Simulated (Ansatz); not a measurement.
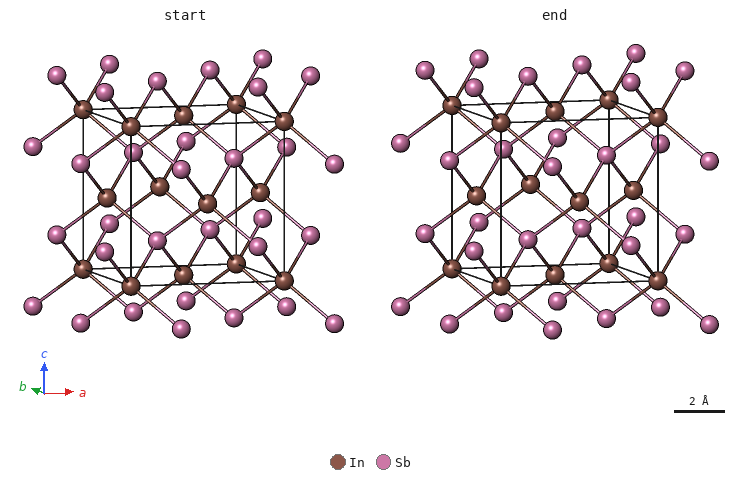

The structure of solid InSb (set up in F-43m) before (left) and after (right) a relaxation, at one scale.

The picture is a ball-and-stick view of the conventional cell (4 times the calculation's cell), seen slightly off an axis. Lengths and directions refer to the drawn axes.

Theory: DFT PBE, scalar-relativistic, plane waves, PAW (Ansatz).

Input file:
```yaml
crystal:
  lattice:
    - [0.0, 3.2391, 3.2391]
    - [3.2391, 0.0, 3.2391]
    - [3.2391, 3.2391, 0.0]
  atoms:
    - { symbol: In, position: [0.0, 0.0, 0.0] }
    - { symbol: Sb, position: [0.75, 0.75, 0.75] }
basis:
  ecutwfc: 420
kpoints:
  mp_grid: { grid: [12, 12, 12] }
hamiltonian:
  xc: pbe
scf:
  occupations: { method: gaussian, width: 0.1 }
output:
  forces: true
  stress: true
  eigenvalues: true
relax:
  adjacent_minimum: "off"
  f_tol: 0.005
  max_steps: 80
  cell: { stress_tol: 0.05 }
```

Command:
```bash
ansatz run input.yaml --threads 2 --pin off --max-ram 5120MiB --backend cpu --events-out ev --progress --plain --runs-dir out
```

Q: Summarise the run.

A: No atom moves by more than 0.005 Å relative to the cell. The volume changes by +7.4 %, with a = b = c 6.478 → 6.635 Å (+2.4 %). Among the contacts that change: In1–Sb2 2.805 → 2.873 Å. The space group stays F-43m (No. 216). The energy falls by 23.1 meV per atom in 3 accepted moves (4 points after the start). All forces vanish by symmetry, so only the cell relaxes. The pressure goes from 3.14 to 0.00 GPa. The SCF was repeated once at an unchanged geometry on a basis and grid sized afresh for the cell, which shifted the energy by 0.4 meV per atom at most. Cost: 25 s on 2 threads of Arm Neoverse V2, on a shared host, peak memory 0.45 GiB.
